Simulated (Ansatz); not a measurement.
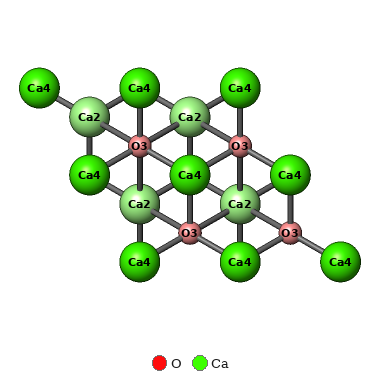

The system is H on a CaO(111) slab cut from the Fm-3m phase, its upper half relaxed before the scan (4 atoms of substrate and one adsorbate in a 1 × 1 cell); the picture shows it without the atoms that are moved over the map. H is moved over the surface cell; relaxed at each place: the height of the adsorbate's atoms; substrate rigid; the origin of the map has the adsorbate above Ca4. Places are given modulo a cell vector. The map is drawn in real space over the plane of the surface. The scan uses a 6 × 6 grid; 10 points were computed and 26 follow by symmetry. Energies: eV, counted from the lowest grid point. With one adsorbate in each 1 × 1 cell, its nearest image is 3.3 Å away, so neighbouring adsorbates interact. Computed with Ansatz, DFT LDA, scalar-relativistic, plane waves, PAW. Settings: cutoff 420 eV, k-mesh 9×9×1, gaussian smearing 0.05 eV, spin-polarised.

Range: position of H5 along the first surface vector from 0.000 to 0.833; position of H5 along the second surface vector from 0.000 to 0.833.

Question: What landscape does the calculation give?

Answer: The lowest grid point is at a threefold hollow over a third-layer Ca atom, (2/6, 4/6) of the cell vectors. The highest grid point, the top site over a surface Ca atom, (0/6, 0/6) of the cell vectors, lies 1.02 eV above the lowest. At the lowest point the adsorbate has 3 Ca at 2.28 Å as nearest neighbours, at the highest 1 Ca at 2.10 Å. Its relaxed height above the top atom is 1.22 Å at the lowest and 2.10 Å at the highest point.

```csv
"second ↓, first →",0/6,1/6,2/6,3/6,4/6,5/6
5/6,0.90,0.66,0.24,0.24,0.66,0.90
4/6,0.58,0.24,0.00,0.24,0.58,0.70
3/6,0.28,0.24,0.24,0.28,0.38,0.38
2/6,0.58,0.66,0.58,0.38,0.28,0.38
1/6,0.90,0.90,0.70,0.38,0.38,0.70
0/6,1.02,0.90,0.58,0.28,0.58,0.90
```

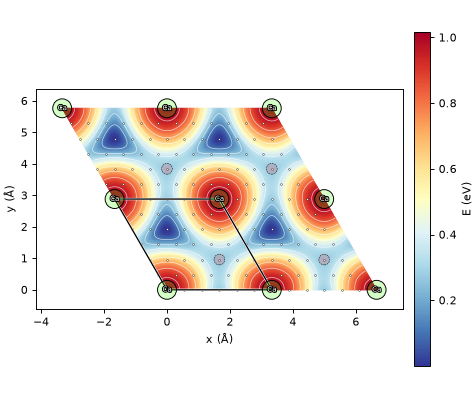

In the figure: a smooth colour map with a few white contour lines, dots at the grid points, labelled circles for the atoms of the top layer and small ones for the second layer, the outline of one cell of the 2 × 2 shown. Between grid points the surface is interpolated.

Each point was launched as `ansatz run input.yaml --threads 1 --pin off --max-ram 3072MiB --backend cpu --events-out ev --progress --plain --runs-dir out`. The whole map (10 points run) took 8.9 min on 1 thread of Intel(R) Xeon(R) 6975P-C (Granite Rapids), on a shared host.
